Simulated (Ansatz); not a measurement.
# Does disorder add resistance in series? Ti(0001) layers with 75 % Pt

Two lengths of the disordered region are known. What area resistance does the third give?

How it was computed: Ansatz 0.2.0, plane waves with PAW datasets at their recommended cutoffs (420 eV for most), Fermi-Dirac smearing; ballistic transmission by layer matching. The area resistance is RA = A (h/2e²)(1/T − 1/N), with T the zone-mean transmission per spin and N the lead's channels, both averaged over a few energies near the Fermi level; for magnets each spin is taken apart, with h/e², and the two conduct in parallel. Lateral cell 2x2, PBE, a fresh random draw for each length.

The runs, with one result withheld:

| length (Å) | channels N | RA (fΩ m²) |
| --- | --- | --- |
| 4.69 | 2.708 | 3.63 |
| 14.1 | 2.708 | 9.02 |
| 23.4 | 2.708 | ? |

**Fit on the rows shown.**

Ohm's law makes RA linear in the length: the slope is (9.02 − 3.63)/(14.1 − 4.69) = 0.576 fΩ m² per Å, or 576 µΩ cm. Then 9.02 + 0.576 × 9.37. Predicted: 14.4 fΩ m².

What the run gave:

11.3 fΩ m², so the prediction is 27 % too high. The three lengths together give 411 µΩ cm. Single draws scatter; these runs don't part the causes of the miss, and leave the question open.

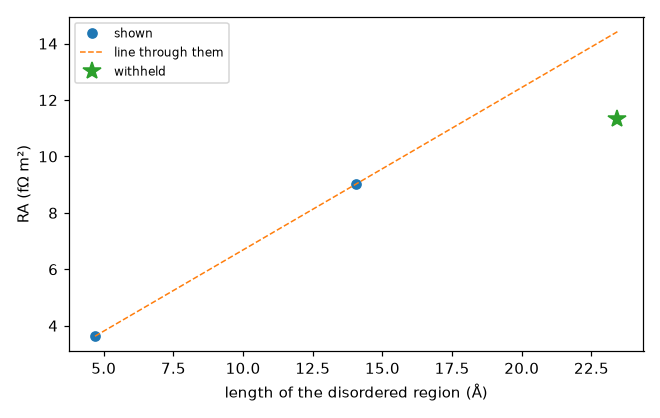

Area resistance against length.

**Limits.** The scatterers repeat sideways with the small cell. The slope is a raw one; a model of isotropic scattering puts it 1.00 times the bulk value over these lengths. Atoms sit unrelaxed on the host's lattice, and the pair may not mix at random in practice. Spin-orbit coupling is left out, which matters for Pt.
